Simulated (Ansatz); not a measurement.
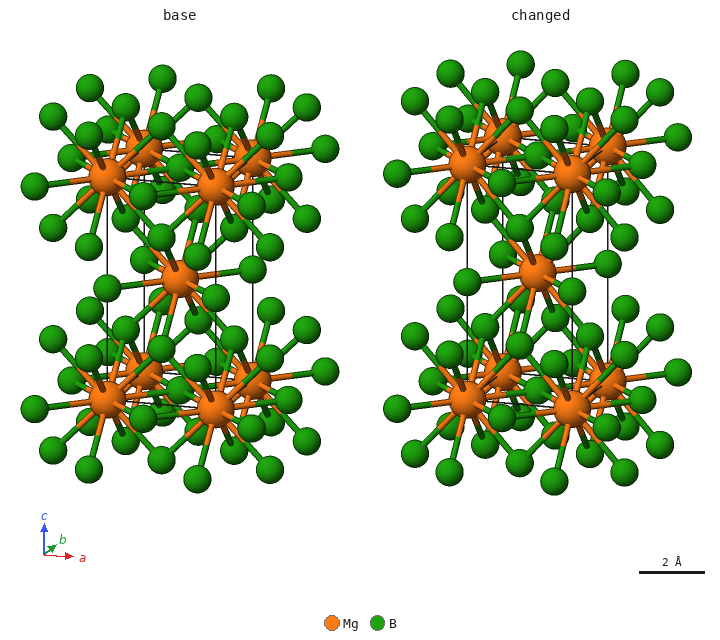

Left: a symmetric starting cell of MgB3 (made from another compound by putting B in place of Al). Right: the same structure after one change, at the same scale. The picture is a ball-and-stick view of the conventional cell (2 times the calculation's cell), seen slightly off an axis. Lengths and directions refer to the drawn axes.

All numbers below come from DFT PBEsol, scalar-relativistic, plane waves, PAW in Ansatz. Settings: plane-wave cutoff 420 eV; k-point mesh 18 × 18 × 18; occupations gaussian; smearing width 0.1 eV; no spin polarisation.

What was changed?

The cell is strained by +5.6 % along c and −3.4 % across it (volume −1.4 %), the atoms keeping their fractional coordinates. No relaxation follows. The starting cell wasn't computed here and needn't be at equilibrium, so pressure and forces aren't due to the change alone.

And its effect?

Near-neighbour distances before and after: B–Mg 2.517 → 2.425 to 2.551 Å. The space group stays I4/mmm (No. 139). The pressure is −21.4 GPa (not all of it need come from the change, since the unchanged cell can be under pressure at this level too). The principal stresses (compression positive) are −21.6 GPa along c and −21.4 GPa across it. All forces vanish by symmetry.
